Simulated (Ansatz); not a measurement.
A series of calculations on Rh

## 1. Relaxation

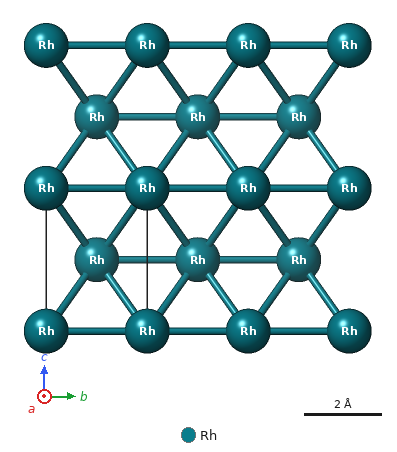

This is the input geometry for a relaxation of crystalline Rh (set up in Immm). The picture is a ball-and-stick view of the cell of the calculation, repeated 1 × 3 × 2 with one cell outlined, seen along the a axis.

Case: uniaxial strain along a of +3.0 %; b, c and atoms relaxed.

The calculation used Ansatz 0.2.0, DFT PBEsol, scalar-relativistic, plane waves, PAW.

Input
```yaml
crystal:
  lattice:
    - [1.9467013253, 1.9467013253, 0.0]
    - [-1.8758262771, 1.8758262771, 0.0]
    - [0.0, 0.0, 3.7516525542]
  atoms:
    - { symbol: Rh, position: [0.0, 0.0, 0.0] }
    - { symbol: Rh, position: [0.5, 0.5, 0.5] }
basis:
  ecutwfc: 420
kpoints:
  mp_grid: { grid: [20, 20, 14] }
hamiltonian:
  xc: pbesol
scf:
  occupations: { method: gaussian, width: 0.1 }
output:
  forces: true
  stress: true
  eigenvalues: true
relax:
  adjacent_minimum: "off"
  f_tol: 0.008
  max_steps: 40
  cell: { stress_tol: 0.015, fix: [a, angles] }
```

Launched with:
```bash
ansatz run input.yaml --threads 1 --pin off --max-ram 2560MiB --backend cpu --events-out ev --progress --plain --runs-dir out
```

Q: Predict the outcome.

A: No atom moves by more than 0.005 Å relative to the cell. The drawn cell changes at constant volume: a unchanged at 2.753 Å, b 2.653 → 2.666 Å (+0.5 %), c 3.752 → 3.735 Å (−0.4 %). Near-neighbour distances that change, for instance: Rh1–Rh1 2.653 → 2.666 Å. The space group stays Immm (No. 71). After 3 accepted moves (4 points after the start) the energy has fallen by 0.6 meV per atom. All forces vanish by symmetry, so only the cell relaxes. Pressure: −3.70 GPa at the start and −3.86 GPa at the end. The SCF was repeated once at an unchanged geometry on a basis and grid sized afresh for the cell, which shifted the energy by less than 0.05 meV per atom at most.

## 2. Relaxation

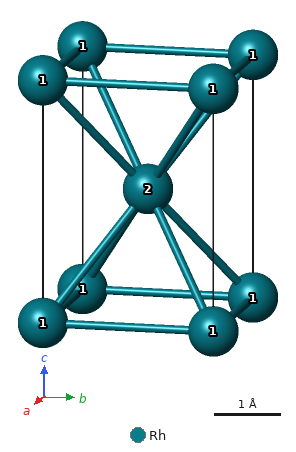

Starting structure of a crystal of Rh (set up in Immm). The picture is a ball-and-stick view of the cell of the calculation, seen slightly off an axis.

Case: uniaxial strain along a of -3.0 %; b, c and atoms relaxed.

Theory: Ansatz, DFT PBEsol, scalar-relativistic, plane waves, PAW.

Input
```yaml
crystal:
  lattice:
    - [1.8333012481, 1.8333012481, 0.0]
    - [-1.9041762964, 1.9041762964, 0.0]
    - [0.0, 0.0, 3.8083525928]
  atoms:
    - { symbol: Rh, position: [0.0, 0.0, 0.0] }
    - { symbol: Rh, position: [0.5, 0.5, 0.5] }
basis:
  ecutwfc: 420
kpoints:
  mp_grid: { grid: [20, 20, 14] }
hamiltonian:
  xc: pbesol
scf:
  occupations: { method: gaussian, width: 0.1 }
output:
  forces: true
  stress: true
  eigenvalues: true
relax:
  adjacent_minimum: "off"
  f_tol: 0.008
  max_steps: 40
  cell: { stress_tol: 0.015, fix: [a, angles] }
```

Launched with:
```bash
ansatz run input.yaml --threads 1 --pin off --max-ram 2560MiB --backend cpu --events-out ev --progress --plain --runs-dir out
```

Where does the relaxation end?

Answer. The atoms keep their places relative to the cell (all moves are under 0.005 Å). The drawn cell changes at constant volume: a unchanged at 2.593 Å, b 2.693 → 2.678 Å (−0.5 %), c 3.808 → 3.829 Å (+0.5 %). Some distances before and after: Rh1–Rh1 2.693 → 2.678 Å. The space group stays Immm (No. 71). The energy falls by 0.7 meV per atom in 4 accepted moves (6 points after the start). All forces vanish by symmetry, so only the cell relaxes. Pressure: 5.30 GPa at the start and 5.26 GPa at the end. The SCF was repeated twice at an unchanged geometry on a basis and grid sized afresh for the cell, which shifted the energy by less than 0.05 meV per atom at most. Cost: 2.5 min on 1 thread of Intel(R) Xeon(R) Platinum 8488C (Sapphire Rapids), on a shared host, peak memory 0.77 GiB.

## 3. A change

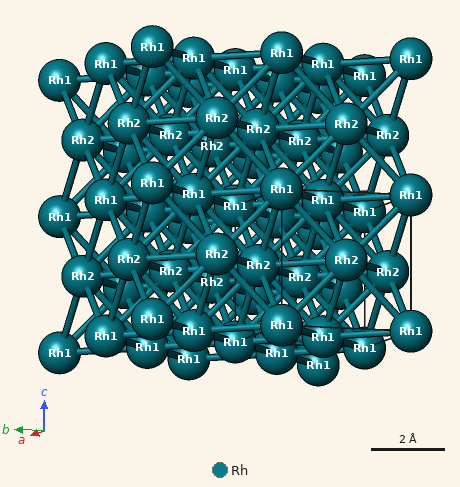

Reference structure: crystalline Rh (set up in Fm-3m). Style: ball-and-stick. Shown: the conventional cell (2 times the calculation's cell), repeated 2 × 2 × 2 with one cell outlined, from a free direction. Lengths and directions refer to the drawn axes.

All numbers below come from DFT PBEsol, scalar-relativistic, plane waves, PAW (Ansatz 0.2.0). Settings: plane-wave cutoff 420 eV; k-point mesh 20 × 20 × 14; occupations gaussian; smearing width 0.1 eV; no spin polarisation.

Change: Uniaxial strain along a, +3.0 %, is applied. The b and c axes and the atoms are relaxed.

The input:

The input is the one shown above.

Question: What is the effect?

Answer: Energy change: +15.7 meV per atom. Pressure: 0.0 GPa before, −3.9 GPa after. The principal stresses (compression positive) are −11.6 GPa along [1 1 0] and none across it. The drawn cell changes as follows: a = b 3.780 → 3.832 Å (+1.4 %), c 3.780 → 3.735 Å (−1.2 %), γ 90.0° → 88.2°; the volume changes by +1.5 %. No atom moves by more than 0.005 Å relative to the cell. Near-neighbour distances before and after: Rh–Rh 2.673 → 2.666 to 2.753 Å. The space group (tolerance 0.01 Å) goes from Fm-3m (No. 225) to Immm (No. 71).

Drawn alike, the variant:

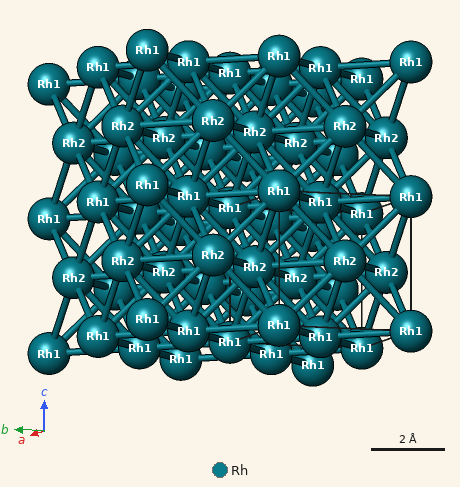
